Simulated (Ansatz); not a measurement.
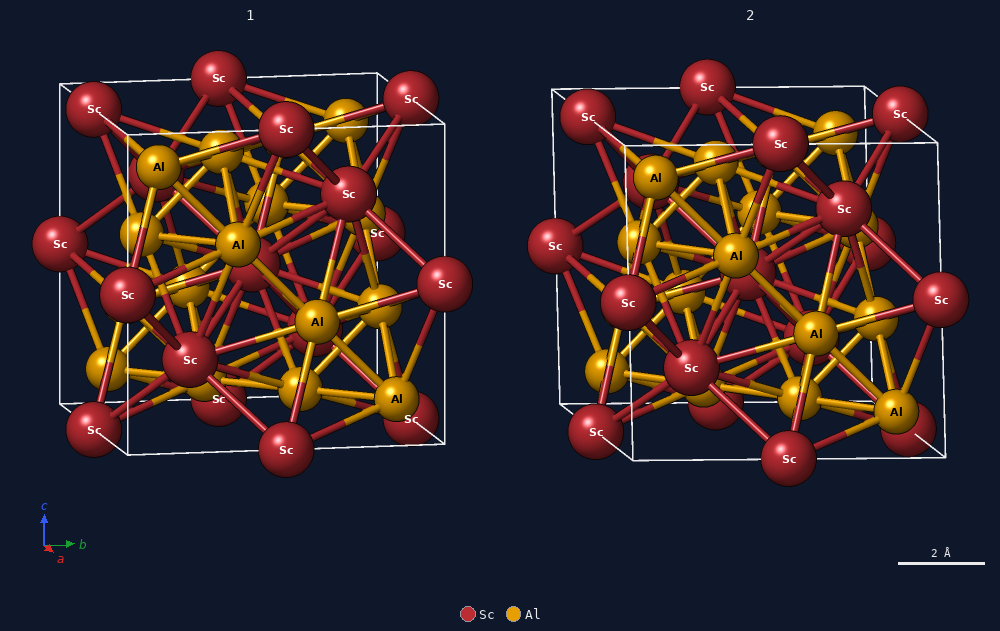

Two geometries of a crystal of ScAl2 (set up in Fd-3m): one is the relaxed structure, the other was perturbed away from it. Style: ball-and-stick. Shown: the conventional cell (4 times the calculation's cell), slightly off an axis. Lengths and directions refer to the drawn axes.

The calculation used DFT r2SCAN, scalar-relativistic, plane waves, PAW (Ansatz 0.2.0). Set-up: plane-wave cutoff 500 eV; k-point mesh 8 × 8 × 8; occupations gaussian; smearing width 0.1 eV; no spin polarisation.

**Which is the distorted one, and what does the distortion cost?**

Structure 2 is the perturbed one. Biaxial strain in the a–b plane, −4.0 %, is applied. The c axis and the atoms are relaxed. Cell: a = b = c 7.555 → 7.415 Å (−1.9 %), α 90.0° → 92.5°, β 90.0° → 92.5°, γ 90.0° → 87.5°. Volume −5.7 %. The largest moves relative to the cell, 0.022 Å, are those of Sc atoms. Al stays in place. Some distances before and after: Al–Sc 3.132 → 3.017 to 3.177 Å, Al–Al 2.671 → 2.564 to 2.678 Å, Sc–Sc 3.272 → 3.180 to 3.303 Å. The space group (tolerance 0.01 Å) goes from Fd-3m (No. 227) to R-3m (No. 166). Energy change: +42.2 meV per atom. Pressure: 0.0 GPa before, 6.8 GPa after. The principal stresses (compression positive) are 0.0 GPa along [1 1 −1] and 10.2 GPa across it.
